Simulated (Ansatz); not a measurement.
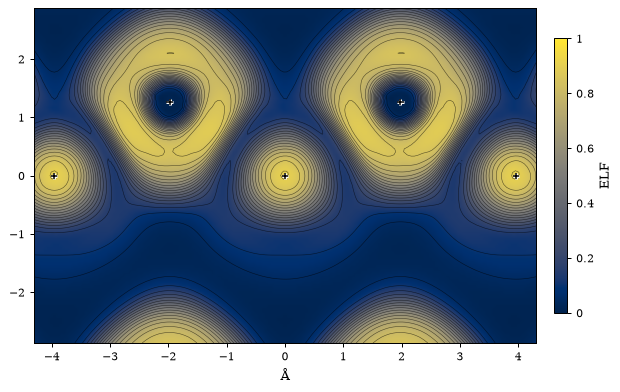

The ELF on a plane through atoms (crosses mark nuclei in the plane).

Level of theory: DFT r2SCAN, scalar-relativistic, plane waves, PAW in Ansatz 0.2.0.

Candidates:
A. Li₂O, a = 3.32 Å, b = 3.32 Å, c = 4.55 Å, α = 90.00°, β = 90.00°, γ = 90.00°. Space group I4/mmm; changed on purpose from its base cell (strain +0.015 along x and y, -0.015 along z, atoms carried along); computed pressure about −4 GPa in this cell.
B. MnS, a = 3.96 Å, b = 3.96 Å, c = 5.04 Å, α = 90.00°, β = 90.00°, γ = 90.00°. Space group I-4m2; changed on purpose from its base cell (strain -0.1000 x Voigt [0, 1, 0, 0, 0, 0], atoms carried along); computed pressure about 10 GPa in this cell; spin-polarised.

Question: Which system is this?

Answer: Candidate B: MnS on the (010) plane of the conventional cell, which holds Mn and S. Mn–S (2.35 Å): the ELF peaks at about 0.90 in the valence shell of S, 0.8 Å from its nucleus, and is about 0.50 at the midpoint.
